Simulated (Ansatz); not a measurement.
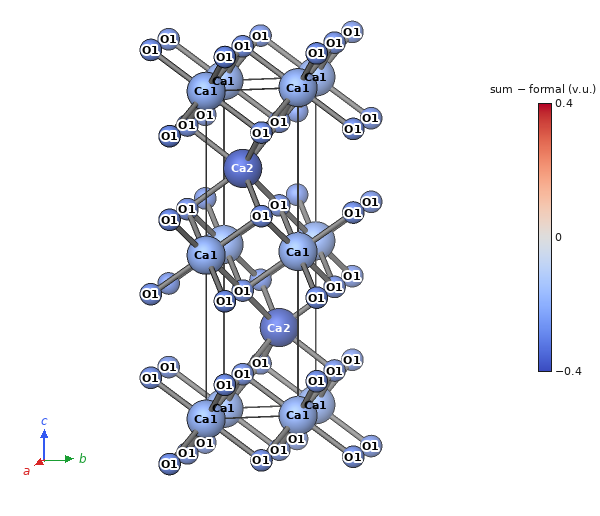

Atoms of CaO (P6_3/mmc) coloured by their computed bond-valence sum less the size of their formal valence (view slightly off an axis).

Bond valence s = exp((R0 − d)/b), R0 fitted to published crystal structures with b = 0.37 Å, summed over all anions within 5 Å; R0 in Å: Ca2+–O 1.950.

Origin of the cell: coordinates from a relaxation with DFT PBE, scalar-relativistic, plane waves, PAW (Ansatz); the starting structure was generated, so it need not be a known form of this composition.

```
CELL_PARAMETERS angstrom
3.37575 0.00000 0.00000
-1.68787 2.92348 0.00000
0.00000 0.00000 11.43053
ATOMIC_POSITIONS crystal
Ca 0.00000 0.00000 0.00000
O 0.66667 0.33333 0.12250
Ca 0.33333 0.66667 0.25000
O 0.66667 0.33333 0.37750
Ca 0.00000 0.00000 0.50000
O 0.33333 0.66667 0.62250
Ca 0.66667 0.33333 0.75000
O 0.33333 0.66667 0.87750
```

Site labels: Ca1 at 0.000, 0.000, 0.000; O1 at 0.667, 0.333, 0.123; Ca2 at 0.333, 0.667, 0.250.

### Which site departs most from its formal valence?

Ca2, whose sum is 1.64 against 2: by this sum it is underbonded.

### Give the sums of all sites.

```csv
site,"x, y, z",formal valence,bond-valence sum,difference
Ca1,"0.000, 0.000, 0.000",+2,1.80,-0.20
O1,"0.667, 0.333, 0.123",−2,1.72,-0.28
Ca2,"0.333, 0.667, 0.250",+2,1.64,-0.36
```

### Is the structure strained by this measure?

The global instability index (root mean square of the differences over all atoms) is 0.28 v.u.: above 0.2, which by the usual rule of thumb marks a strained structure. Cells relaxed with PBE tend to have slightly long bonds, which lowers the sums.
